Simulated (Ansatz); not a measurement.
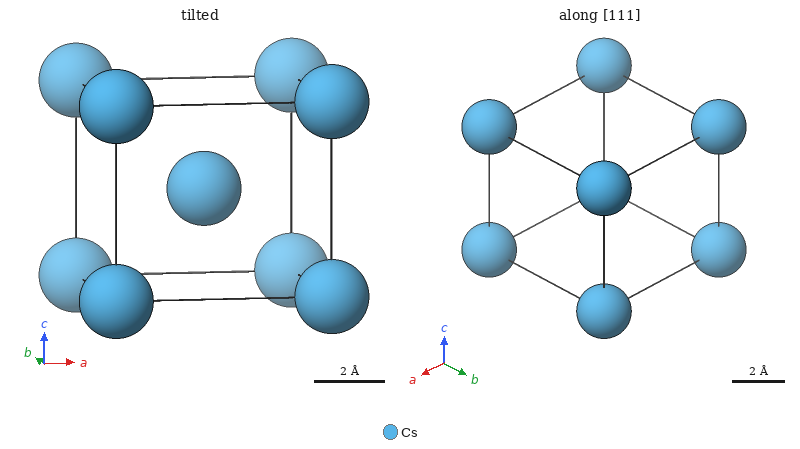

This spheres-only model is shown slightly off an axis and along [111]. The edges of the conventional unit cell are marked. Cell: a = 6.326 Å, b = 6.326 Å, c = 5.665 Å, α = 90.00°, β = 90.00°, γ = 90.00°.

The element is caesium. Space group: I4/mmm (No. 139). Lattice: body-centred tetragonal. The cell holds two atoms. Each Cs atom is coordinated by ten Cs at about 5.3 to 5.7 Å.

Starting structure: a structure listed in the Materials Project. The cell was then strained or its atoms displaced on purpose. An electronic-structure calculation with Ansatz was run on it.
